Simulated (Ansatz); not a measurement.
**What a change does: single-point calculation on MoS2**

System: MoS2 (R3m, 6 atoms in the cell).
Method of the first run: DFT LDA+U, scalar-relativistic, plane waves, PAW, Ueff = 3 eV on Mo atom 1 d; Ueff = 3 eV on Mo atom 4 d, spin-polarised (Ansatz 0.2.0).

The structure derives from an entry of the Crystallography Open Database. Text and figures count atoms from 1; the logs count them from 0 in places.

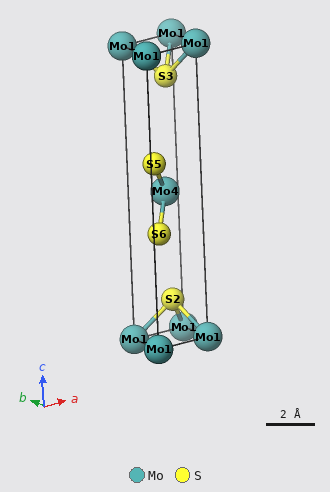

Fig. 1: The structure as given in the input (ball-and-stick view of the reduced cell, seen slightly off an axis; atoms are numbered from 1 in the order of the input).

Input file, the first run:
```yaml
crystal:
  lattice:
    - [1.58149989, -0.91307939, 12.24665642]
    - [-1.58149989, -0.91307939, 12.24665642]
    - [0.0, -3.65231756, 12.24665642]
  atoms:
    - { symbol: Mo, position: [0.0, 0.0, 0.0], spin: 2.0 }
    - { symbol: S, position: [0.7484, 0.7484, 0.6258] }
    - { symbol: S, position: [0.5849, 0.5849, 0.70755] }
    - { symbol: Mo, position: [0.0, 0.0, 0.5], spin: 2.0 }
    - { symbol: S, position: [0.7484, 0.7484, 0.1258] }
    - { symbol: S, position: [0.5849, 0.5849, 0.20755] }
basis:
  ecutwfc: 420
  ecutrho_ratio: 4
kpoints:
  mp_grid: { grid: [7, 7, 7] }
hamiltonian:
  xc: lda
  hubbard:
    sites: [{ site: 0, l: d, u_eff: 3.0 }, { site: 3, l: d, u_eff: 3.0 }]
scf:
  occupations: { method: gaussian, width: 0.05 }
  lower_state_search: "off"
  max_iter: 150
output:
  forces: true
  stress: true
  eigenvalues: true
  populations: true
  hubbard: { sites: [{ site: 0, l: d }, { site: 3, l: d }] }
magnetization:
  spin_polarized: true
```

Launched with:
```bash
ansatz run input.yaml --threads 4 --pin off --max-ram 6144MiB --backend cpu --events-out ev --progress --plain --runs-dir out
```

Hardware: 4 threads of Arm Neoverse V2, 24 GiB of memory available, shared host.

Output, shortened to warnings, some set-up lines, iterations and results (the first run):
```
WARN: the starting moments were not kept: the SCF closed with an absolute magnetisation of 5.7e-6 μB, where they sum to 4 μB in size (2 sites). That is at most 0.1 of that sum. Measured as dr2_m measures the in/out step, that magnetisation stands 4.3e-12 eV from none, at or under the dr2_threshold of 1.0e-7 eV: it is no larger than a step whose dr2_m would equal this threshold. The system may …
Basis set: ecut = 420 eV, 2045 PW (Γ), FFT grids on a1−a3, a2−a3, a1+a2−a3
Symmetry: 12 space group operations
k-points: 44 of 343 (time reversal used)
Initial density: superposition of atomic densities (chi_scale 0.1, normalization cell)
[...]
SCF iter   1: F=—  HF=-13163.204716 eV  |F-HF|=—  |Δ(HF+E_count)|=         —  Δρ=8.46e-2 (↑8.46e-2 ↓4.15e-2)  dr2=1.09e1  dr2_m=2.55e0  M=0.042 μB ∫|m|=1.613 μB  β_m=0.30  …
SCF iter   2: F=—  HF=-13161.823302 eV  |F-HF|=—  |Δ(HF+E_count)|=    1.38e0  Δρ=4.95e-2 (↑4.95e-2 ↓3.28e-2)  dr2=2.03e0  dr2_m=1.28e0  M=0.041 μB ∫|m|=1.495 μB  β_m=0.30  …
SCF iter   3: F=—  HF=-13161.756523 eV  |F-HF|=—  |Δ(HF+E_count)|=   6.68e-2  Δρ=2.93e-2 (↑2.68e-2 ↓2.93e-2)  dr2=5.80e-1  dr2_m=6.75e-1  M=0.031 μB ∫|m|=1.322 μB  β_m=0.30  …
SCF iter   4: F=—  HF=-13161.902598 eV  |F-HF|=—  |Δ(HF+E_count)|=   1.46e-1  Δρ=2.44e-2 (↑2.44e-2 ↓1.71e-2)  dr2=2.12e-1  dr2_m=4.06e-1  M=0.000 μB ∫|m|=1.054 μB  β_m=0.30  …
SCF iter   5: F=—  HF=-13162.013950 eV  |F-HF|=—  |Δ(HF+E_count)|=   1.11e-1  Δρ=1.64e-2 (↑1.44e-2 ↓1.64e-2)  dr2=2.06e-2  dr2_m=2.29e-1  M=0.000 μB ∫|m|=0.892 μB  β_m=0.30  …
[... 6 lines ...]
SCF iter  12: F=—  HF=-13162.248165 eV  |F-HF|=—  |Δ(HF+E_count)|=   1.03e-5  Δρ=3.58e-5 (↑1.77e-5 ↓3.58e-5)  dr2=1.28e-6  dr2_m=5.87e-7  M=0.000 μB ∫|m|=0.002 μB  β_m=0.88  …
SCF iter  13: F=-13162.248167 eV  HF=-13162.248167 eV  |F-HF|=7.09e-8  |Δ(HF+E_count)|=   2.09e-6  Δρ=6.38e-6 (↑6.38e-6 ↓5.44e-6)  dr2=1.79e-9  dr2_m=3.33e-8  M=0.000 μB …
SCF iter  14: F=-13162.248167 eV  HF=-13162.248167 eV  |F-HF|=1.06e-9  |Δ(HF+E_count)|=   1.39e-7  Δρ=1.09e-6 (↑1.09e-6 ↓9.95e-7)  dr2=1.09e-9  dr2_m=8.14e-10  M=0.000 μB …
SCF iter  15: F=-13162.248167 eV  HF=-13162.248167 eV  |F-HF|=6.37e-11  |Δ(HF+E_count)|=   3.34e-9  Δρ=1.52e-7 (↑1.52e-7 ↓1.46e-7)  dr2=9.79e-11  dr2_m=6.27e-12  M=0.000 μB …
SCF 1 converged in 15 iterations: F = -13162.248167 eV  dr2 = 9.79e-11
SCF converged after 15 iterations
Magnetization: 0.0000 μB (26.0000 up, 26.0000 down)
Absolute magnetization: 0.0000 μB (∫|ρ↑−ρ↓|, with the PAW one-centre terms)
Spin contamination: 0.0000 ħ² per cell (⟨S²⟩ above its minimum at these occupations)
Per-site moments (μB) at R_I (Å): [(3.944093660201848e-7, 0.9752095162014326), (-2.3535429857429114e-7, 0.9752095162014326), (-2.539361247134813e-7, 0.9753699509158839), (3.9440936601604564e-7, 0.9752095162014326), (-2.3535429855609153e-7, 0.9752095162014326), (-2.5393612471138573e-7, …
Free energy (F): -13162.248167 eV
Harris-Foulkes:  -13162.248167 eV  (|F-HF|=6.37e-11)
Internal energy: -13162.248167 eV  (E = F + TS)
E sigma→0 (E₀):  -13162.248167 eV
Fermi energy:    11.305180 eV
--- Per-component energies (eV) ---
  E_band       = -320.342489
  E_kinetic    = 1321.096495
  E_local      = -4075.219372  (includes V_loc(G=0)·N_el)
  E_nonlocal   = 413.185262
  E_hartree    = 1575.992442
  E_xc         = -754.115549
  E_vxc        = -813.765997  (∫ρ·V_xc dr)
  E_hubbard    = 7.414645  (on-site DFT+U / exact-exchange correction)
  E_vhub       = -0.902649  (the Hubbard potential's part of the band-sum identity)
  E_paw        = -8454.045563  (= ΣΔE_a)
  E_vpaw       = -316.720953  (= ΣTr[D̂ρ^β])
  E_aug_tail   = 0.000040  (compensation charges beyond the density's cutoff)
  E_ewald      = -3198.114990
  E_core_change = 1.558423  (= ΣΔE_core)
  E_smearing   = -0.000000  (= −TS)
  E_closure    = 0.000000  (closes the sum)
  Σ components = -13162.248167   (vs F -13162.248167, Δ=0.00e0)
--- Forces (eV/Å), atoms counted from 1 ---
  atom   1  Mo     0.00000000     0.00000000    -0.00149295
  atom   2  S      0.00000000     0.00000000     0.81073938
  atom   3  S     -0.00000000     0.00000000    -0.80924665
  atom   4  Mo     0.00000000     0.00000000    -0.00149295
  atom   5  S      0.00000000     0.00000000     0.81073938
  atom   6  S     -0.00000000     0.00000000    -0.80924665
  max |Σ_I F_I| component: 4.49e-7 eV/Å
--- Stress (GPa, compression-positive) ---
       -1.074430       0.000000       0.000000
        0.000000      -1.074430       0.000000
        0.000000       0.000000       6.090657
  P = ⅓ Tr σ = 1.3139 GPa (13.139 kbar)
Occupation matrices written to [file]
--- Löwdin populations: 6 sites ---
  site symbol       q [e]    m [muB]
     0     Mo     13.7425     0.0000
     1      S      6.0233    -0.0000
     2      S      6.0267    -0.0000
     3     Mo     13.7425     0.0000
     4      S      6.0233    -0.0000
     5      S      6.0267    -0.0000
  spilling = 0.007978 (of n_electrons = 52.000000)
--- Occupation matrices: 2 shells (run DFT+U table (all-electron-ortho-atomic); ε = 3.97e-4) ---
  Mo0 d_4D: site group C3v (3m)
[...]
```

For the second run the input was changed thus:
```diff
-    - { symbol: Mo, position: [0.0, 0.0, 0.5], spin: 2.0 }
+    - { symbol: Mo, position: [0.0, 0.0, 0.5], spin: -0.8 }
+  spin_locking: { lock_spins: true, n_iters: 12 }
```

How does the second run compare with the first run?

The total moment is fixed by the input in the second run, so the state need not be the lowest. The energy is the same within 0.01 meV per atom. On the same kind of shared host the second run took about 1.7 times as long.

Output, shortened to warnings, some set-up lines, iterations and results (the second run):
```
Warning: output.stress: scf.convergence.dr2_threshold = 1e-7 eV (the SCF's general default) is looser than the 6e-10 eV advised for a printed stress (1e-10 eV for each atom of the cell: 6). What an SCF threshold leaves in a stress goes as its square root, and in the free energy as the threshold itself, and one threshold admits the most on a small cell: of the crystals measured, under no hybrid …
WARN: the starting moments were not kept: the SCF closed with an absolute magnetisation of 7.0e-6 μB, where they sum to 2.8 μB in size (2 sites). That is at most 0.1 of that sum. Measured as dr2_m measures the in/out step, that magnetisation stands 6.3e-12 eV from none, at or under the dr2_threshold of 1.0e-7 eV: it is no larger than a step whose dr2_m would equal this threshold. The system may …
Basis set: ecut = 420 eV, 2045 PW (Γ), FFT grids on a1−a3, a2−a3, a1+a2−a3
Symmetry: 6 space group operations
k-points: 44 of 343 (time reversal used)
Initial density: superposition of atomic densities (chi_scale 0.1, normalization cell)
[...]
SCF iter   1: F=—  HF=-13162.864207 eV  |F-HF|=—  |Δ(HF+E_count)|=         —  Δρ=5.55e-2 (↑5.55e-2 ↓4.81e-2)  dr2=1.02e1  dr2_m=9.53e-1  M=0.310 μB ∫|m|=1.936 μB  β_m=0.30  …
SCF iter   2: F=—  HF=-13161.311198 eV  |F-HF|=—  |Δ(HF+E_count)|=    1.55e0  Δρ=2.85e-2 (↑2.77e-2 ↓2.85e-2)  dr2=2.48e0  dr2_m=2.76e-1  M=0.531 μB ∫|m|=2.564 μB  β_m=0.44  …
SCF iter   3: F=—  HF=-13161.070929 eV  |F-HF|=—  |Δ(HF+E_count)|=   2.40e-1  Δρ=1.01e-2 (↑8.55e-3 ↓1.01e-2)  dr2=4.05e-1  dr2_m=3.21e-2  M=0.617 μB ∫|m|=3.129 μB  β_m=0.66  …
SCF iter   4: F=—  HF=-13161.013890 eV  |F-HF|=—  |Δ(HF+E_count)|=   5.70e-2  Δρ=5.62e-3 (↑4.88e-3 ↓5.62e-3)  dr2=2.34e-1  dr2_m=6.93e-3  M=0.659 μB ∫|m|=3.121 μB  β_m=0.64  …
SCF iter   5: F=—  HF=-13160.948891 eV  |F-HF|=—  |Δ(HF+E_count)|=   6.50e-2  Δρ=2.30e-3 (↑1.25e-3 ↓2.30e-3)  dr2=4.33e-2  dr2_m=8.46e-4  M=0.609 μB ∫|m|=3.123 μB  β_m=0.78  …
[... 24 lines ...]
SCF iter  30: F=—  HF=-13162.248167 eV  |F-HF|=—  |Δ(HF+E_count)|=   3.14e-7  Δρ=6.77e-6 (↑5.87e-6 ↓6.77e-6)  dr2=1.34e-7  dr2_m=3.15e-8  M=0.000 μB ∫|m|=0.001 μB  β_m=0.96  …
SCF iter  31: F=—  HF=-13162.248167 eV  |F-HF|=—  |Δ(HF+E_count)|=   1.19e-7  Δρ=4.74e-6 (↑4.74e-6 ↓3.95e-6)  dr2=1.95e-7  dr2_m=5.42e-9  M=0.000 μB ∫|m|=0.000 μB  β_m=0.84  …
SCF iter  32: F=-13162.248167 eV  HF=-13162.248167 eV  |F-HF|=1.82e-9  |Δ(HF+E_count)|=   3.35e-9  Δρ=8.90e-7 (↑7.95e-7 ↓8.90e-7)  dr2=2.98e-9  dr2_m=3.82e-10  M=0.000 μB …
SCF iter  33: F=-13162.248167 eV  HF=-13162.248167 eV  |F-HF|=9.09e-12  |Δ(HF+E_count)|=  9.75e-10  Δρ=1.58e-7 (↑1.58e-7 ↓1.47e-7)  dr2=4.19e-11  dr2_m=1.20e-11  M=0.000 μB …
SCF 1 converged in 33 iterations: F = -13162.248167 eV  dr2 = 4.19e-11
SCF converged after 33 iterations
Magnetization: 0.0000 μB (26.0000 up, 26.0000 down)
Absolute magnetization: 0.0000 μB (∫|ρ↑−ρ↓|, with the PAW one-centre terms)
Spin contamination: 0.0000 ħ² per cell (⟨S²⟩ above its minimum at these occupations)
Per-site moments (μB) at R_I (Å): [(-9.382251494644571e-7, 0.9752095162014326), (3.951390109514993e-7, 0.9752095162014326), (3.752749614226216e-7, 0.9753699509158839), (-1.4471154152894538e-7, 0.9752095162014326), (1.613167447484327e-7, 0.9752095162014326), (1.5890081140259304e-7, …
--- Magnetisation constraints (ε_frz = 1.0e-4 eV) ---
  site  kind      target   achieved (μB)  |Δ|max (μB)  g (eV/μB)  λ_eff  esc  ok  flags
  0     per_site  +2.0000  -0.0000        2.00e0       -0.00e0    0.000  0    —   released
  3     per_site  -0.8000  -0.0000        8.00e-1      +0.00e0    0.000  0    —   released
Free energy (F): -13162.248167 eV
Harris-Foulkes:  -13162.248167 eV  (|F-HF|=9.09e-12)
Internal energy: -13162.248167 eV  (E = F + TS)
E sigma→0 (E₀):  -13162.248167 eV
Fermi energy:    11.305180 eV
--- Per-component energies (eV) ---
  E_band       = -320.342457
  E_kinetic    = 1321.096455
  E_local      = -4075.219218  (includes V_loc(G=0)·N_el)
  E_nonlocal   = 413.185230
  E_hartree    = 1575.992337
  E_xc         = -754.115547
  E_vxc        = -813.765995  (∫ρ·V_xc dr)
  E_hubbard    = 7.414645  (on-site DFT+U / exact-exchange correction)
  E_vhub       = -0.902649  (the Hubbard potential's part of the band-sum identity)
  E_paw        = -8454.045543  (= ΣΔE_a)
  E_vpaw       = -316.720925  (= ΣTr[D̂ρ^β])
  E_aug_tail   = 0.000040  (compensation charges beyond the density's cutoff)
  E_ewald      = -3198.114990
  E_core_change = 1.558423  (= ΣΔE_core)
  E_smearing   = -0.000000  (= −TS)
  E_closure    = 0.000000  (closes the sum)
  Σ components = -13162.248167   (vs F -13162.248167, Δ=0.00e0)
--- Forces (eV/Å), atoms counted from 1 ---
  atom   1  Mo     0.00000000     0.00000000    -0.00149158
  atom   2  S      0.00000000     0.00000000     0.81073895
  atom   3  S      0.00000000     0.00000000    -0.80925055
  atom   4  Mo     0.00000000     0.00000000    -0.00148848
  atom   5  S      0.00000000     0.00000000     0.81073872
  atom   6  S      0.00000000     0.00000000    -0.80924992
  max |Σ_I F_I| component: 2.86e-6 eV/Å
--- Stress (GPa, compression-positive) ---
       -1.074409       0.000000       0.000000
        0.000000      -1.074409       0.000000
        0.000000       0.000000       6.090710
  P = ⅓ Tr σ = 1.3140 GPa (13.140 kbar)
Occupation matrices written to [file]
--- Löwdin populations: 6 sites ---
  site symbol       q [e]    m [muB]
     0     Mo     13.7425    -0.0000
     1      S      6.0233     0.0000
[...]
```

The two runs side by side:

| quantity | the first run | the second run |
| --- | --- | --- |
| outcome | converged | converged |
| free energy per atom (eV) | −2193.7080 | −2193.7080 |
| gap on the mesh (eV) | 0.84 | 0.84 |
| net moment of the cell (μB) | 0.00 | 0.00 |
| absolute moment of the cell (μB) | 0.00 | 0.00 |
| pressure (GPa) | 1.31 | 1.31 |
| largest force (eV/Å) | 0.811 | 0.811 |
| SCF iterations | 15 | – |
| irreducible k-points | 44 | 44 |
| plane waves at Γ | 2045 | 2045 |
| wall time (shared host) | 13 s | 22 s |

For the first run: Warnings: some starting moments were not kept. For the second run: Warnings: some starting moments were not kept; the SCF threshold is looser than advised for the printed stress.
